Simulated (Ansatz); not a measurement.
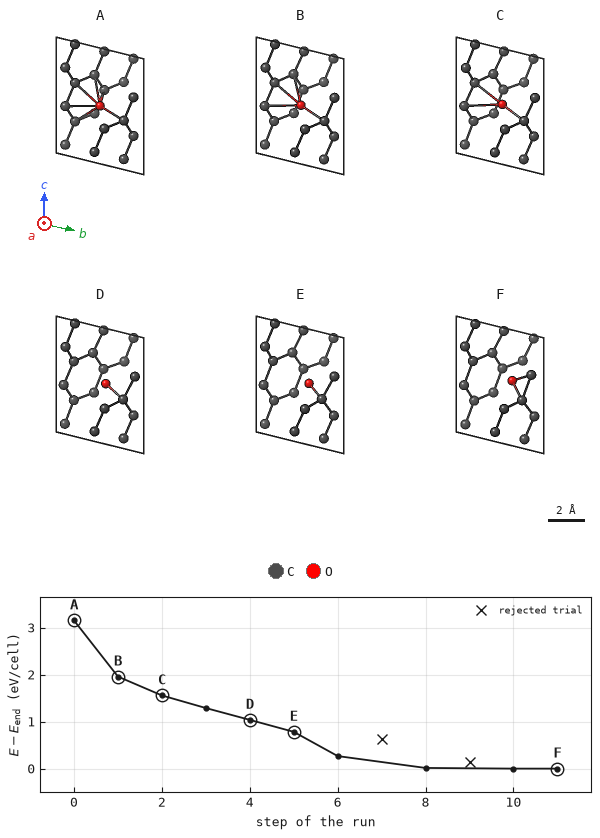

Frames of a relaxation of a defect cell of composition C$_{18}$O, marked on the history of the run. Style: ball-and-stick. Shown: the cell of the calculation (origin shifted), along the a axis.

Case: O interstitial, charge +0, atoms relaxed at the host's cell.

Computed with Ansatz, DFT PBE+D3(BJ), scalar-relativistic, plane waves, PAW.

The input:
```yaml
crystal:
  lattice:
    - [-0.7330683218, 3.6973851339, -3.3702827544]
    - [-0.7330683218, -3.6973851339, -3.3702827544]
    - [-5.6709571532, 0.0, 3.4026574365]
  atoms:
    - { symbol: C, position: [0.3888381359, 0.7221714692, 0.1111236645] }
    - { symbol: C, position: [0.3888381359, 0.3888381359, 0.7777903311] }
    - { symbol: C, position: [0.0555048025, 0.0555048025, 0.1111236645] }
    - { symbol: C, position: [0.3888381359, 0.0555048025, 0.4444569978] }
    - { symbol: C, position: [0.0555048025, 0.7221714692, 0.7777903311] }
    - { symbol: C, position: [0.7221714692, 0.3888381359, 0.1111236645] }
    - { symbol: C, position: [0.0555048025, 0.3888381359, 0.4444569978] }
    - { symbol: C, position: [0.7221714692, 0.0555048025, 0.7777903311] }
    - { symbol: C, position: [0.7221714692, 0.7221714692, 0.4444569978] }
    - { symbol: C, position: [0.2778285308, 0.6111618641, 0.8888763355] }
    - { symbol: C, position: [0.2778285308, 0.2778285308, 0.5555430022] }
    - { symbol: C, position: [0.9444951975, 0.9444951975, 0.8888763355] }
    - { symbol: C, position: [0.2778285308, 0.9444951975, 0.2222096689] }
    - { symbol: C, position: [0.9444951975, 0.6111618641, 0.5555430022] }
    - { symbol: C, position: [0.6111618641, 0.2778285308, 0.8888763355] }
    - { symbol: C, position: [0.9444951975, 0.2778285308, 0.2222096689] }
    - { symbol: C, position: [0.6111618641, 0.9444951975, 0.5555430022] }
    - { symbol: C, position: [0.6111618641, 0.6111618641, 0.2222096689] }
    - { symbol: O, position: [0.7291666667, 0.6736111111, 0.9652777778] }
  host:
    lattice:
      - [2.1346751583, -1.2324617113, -0.0107915607]
      - [2.1346751583, 1.2324617113, -0.0107915607]
      - [-1.4016068366, 0.0, 3.3810743151]
    atoms:
      - { symbol: C, position: [0.833371533, 0.833371533, 0.0001140594] }
      - { symbol: C, position: [0.166628467, 0.166628467, 0.9998859406] }
basis:
  ecutwfc: 420
  xc_grid: 2
kpoints:
  mp_grid: { grid: [3, 3, 2], shift: [0.0, 0.0, 0.5] }
hamiltonian:
  xc: pbe
  dispersion: d3bj
scf:
  occupations: { method: gaussian, width: 0.01 }
output:
  forces: true
  stress: false
  eigenvalues: true
  charged_corrections: { defect_position: [0.72916667, 0.67361111, 0.96527778] }
  write_density: true
  write_potential: true
  elf: true
  volumetric_format: npy
relax:
  adjacent_minimum: "off"
  f_tol: 0.025
  max_steps: 45
```

Launched with:
```bash
ansatz run input.yaml --threads 4 --pin off --max-ram 10240MiB --backend cpu --events-out ev --progress --plain --runs-dir out
```

Question: Describe the path.

Answer: O19 moves most: 0.78 Å roughly along [1 2 1]. Largest moves by element: O 0.78 Å, C 0.19 Å. The lattice vectors keep their values. Near-neighbour distances that change, for instance: C3–O19 2.330 → 1.424 Å, C15–O19 1.969 → 2.783 Å, C2–O19 2.125 → 2.920 Å, C6–O19 1.903 → 2.507 Å. New bonds form, among them: C3–O19 (2.33 → 1.42 Å). Among the angles between lasting bonds that change: C12–C5–C14 120.0° → 116.8°, C10–C5–C14 120.0° → 122.7°. After 9 accepted moves (11 points after the start) the energy has fallen by 3.153 eV per cell of the calculation. Largest force component: 6.2 eV/Å at the start, 0.013 eV/Å at the end. The line search rejected the trial steps at points 7, 9 of the run. Cost: 36 s on 4 threads of Arm Neoverse V2 (shared host), peak memory 0.47 GiB. From step 0 to 1: O19 moves most (0.20 Å), energy −1.195 eV per cell of the calculation. From step 1 to 2: O19 moves most (0.19 Å), energy −0.401 eV per cell of the calculation. From step 2 to 4: O19 moves most (0.20 Å), energy −0.520 eV per cell of the calculation. From step 4 to 5: O19 moves most (0.19 Å), energy −0.255 eV per cell of the calculation. From step 5 to 11: C3 moves most (0.25 Å), energy −0.783 eV per cell of the calculation.

```
step  E − E(0), meV/atom  largest force component, eV/Å      note
   0                0.00                         6.1705          
   1              -62.88                         3.0161          
   2              -83.99                         1.4779          
   3              -98.11                         1.7145          
   4             -111.35                         1.3008          
   5             -124.75                         1.9433          
   6             -151.90                         1.6501          
   7             -133.09                         4.8562  rejected
   8             -165.20                         0.2126          
   9             -158.61                         1.1515  rejected
  10             -165.94                         0.0633          
  11             -165.96                         0.0131
```

Limits of the set-up: the periodic images lie only 5.1 Å apart, so the values are limited by the cell's size.
